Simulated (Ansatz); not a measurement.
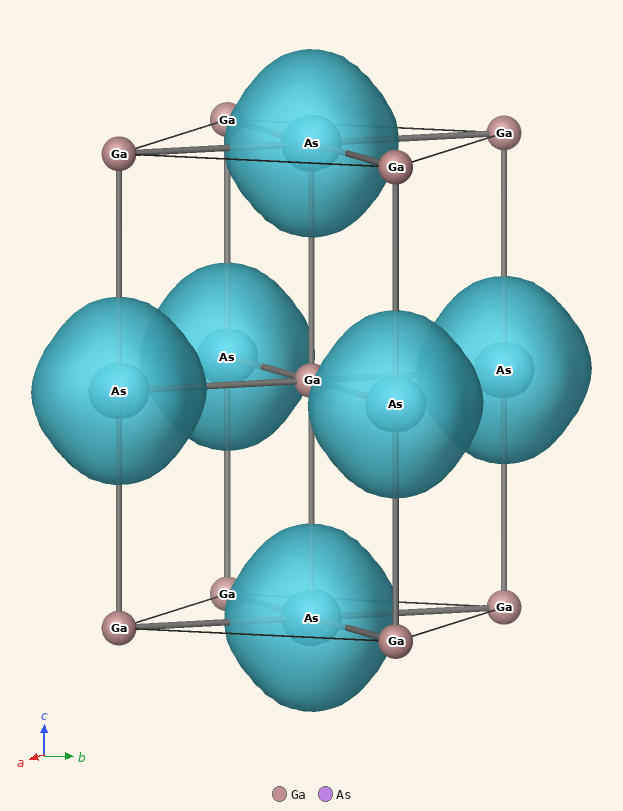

Figure 1: GaAs. Isosurface of the ELF at 0.75 (cyan), seen slightly off an axis. Core shells are left out. Sticks mark near contacts.

Space group I4/mmm; a generated structure, not necessarily the stable one; computed pressure about −3 GPa in this cell.

Theory: Kohn-Sham DFT of a periodic cell, PBE, all-electron PAW datasets made for the crystal (Ansatz).

```
CELL_PARAMETERS angstrom
3.76155 0.00000 0.00000
0.00000 3.76155 0.00000
0.00000 0.00000 6.05170
ATOMIC_POSITIONS crystal
Ga 0.00000 0.00000 0.00000
Ga 0.50000 0.50000 0.50000
As 0.00000 0.00000 0.50000
As 0.50000 0.50000 0.00000
```

Where are the electrons localised?

The surface consists of two regions wrapped around As (the valence shell of each), counted in one cell of 4 atoms. Any copies at cell faces, edges or corners count once. Profiles from the grid: Ga–As (2.66 Å): the ELF is about 0.65 at the midpoint. Ga–As (3.03 Å): the ELF is about 0.45 at the midpoint and 0.35 at its lowest between the atoms.

Does the calculation give a band gap?

It is gapless in this calculation (a metal or semimetal).
